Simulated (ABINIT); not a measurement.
**GaN (P6_3mc): least direct gap against volume**

The cell of GaN (P6_3mc) is scaled evenly and the response computed anew at each volume, on one mesh. The atoms keep their fractional positions.

Symmetry: P6_3mc, No. 186, hexagonal system. The conventional cell has a = 3.180 Å, b = 3.180 Å, c = 5.166 Å, α = 90.00°, β = 90.00°, γ = 120.00°. Around Ga on site b lie 4 N at 1.94 to 1.95 Å. Around N on site b lie 4 Ga at 1.94 to 1.95 Å.

Method: ABINIT 10.8.3, LDA, independent particles, k-mesh 12×12×7, Lorentzian half width 0.04 eV.

Launch of the response step: `optic optic.abi`. The series took 27.3 min in all, its band step included, on 4 threads of AMD EPYC (Zen 3), with other jobs on the host.

```tsv
V/V₀	V (Å³, primitive cell)	least direct gap (eV)
0.94	42.53	2.439
0.97	43.88	2.221
1.00	45.24	2.011
1.03	46.60	?
1.06	47.96	1.610
```

For small changes the quantity should be close to linear in ln V.

Working, on the rows shown:

| x = ln(V/V₀) | y = least direct gap |
| --- | --- |
| -0.0618754 | 2.439 |
| -0.0304592 | 2.221 |
| 0 | 2.011 |
| 0.0582689 | 1.61 |

Means: x̄ = -0.0085164, ȳ = 2.0703. Σ(x − x̄)(y − ȳ) = -0.05423, Σ(x − x̄)² = 0.007861. Slope = -0.05423 / 0.007861 = -6.898; intercept = ȳ − slope · x̄ = 2.0115. The line misses the rows shown by at most 0.00069 eV.

Question: Fill in the last column of the withheld row.

Answer: At x = 0.029559 the line gives y = 1.8076 eV. The run gave 1.807 eV, so the interpolation is off by 0.00062 eV, 0.1 % of the range in the table.

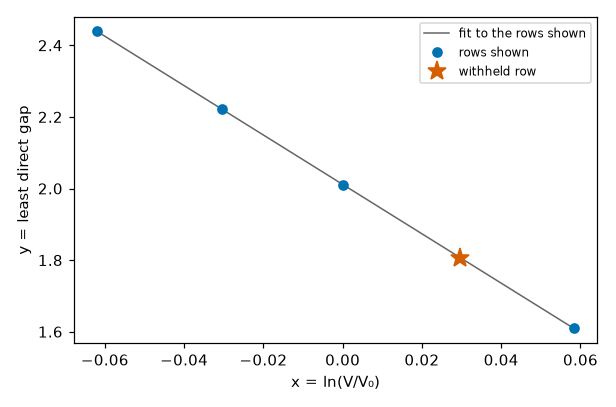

Between the rows on either side of x = 0 the slope is (1.807 − 2.221) / (0.029559 − (-0.030459)) = -6.898. That is a volume deformation potential of -6.9 eV: the least direct gap on this mesh widens by 69 meV for each per cent of compression. The cell comes from an older database entry, whose edges can be off by a per cent or so. LDA gaps are as a rule too small. Spin-orbit coupling is left out.

[Logs are printed without paths, hosts, clocks, repeated set-up lines and the standing remarks that a program may print on its own settings, such as how far it seeks lower states.]
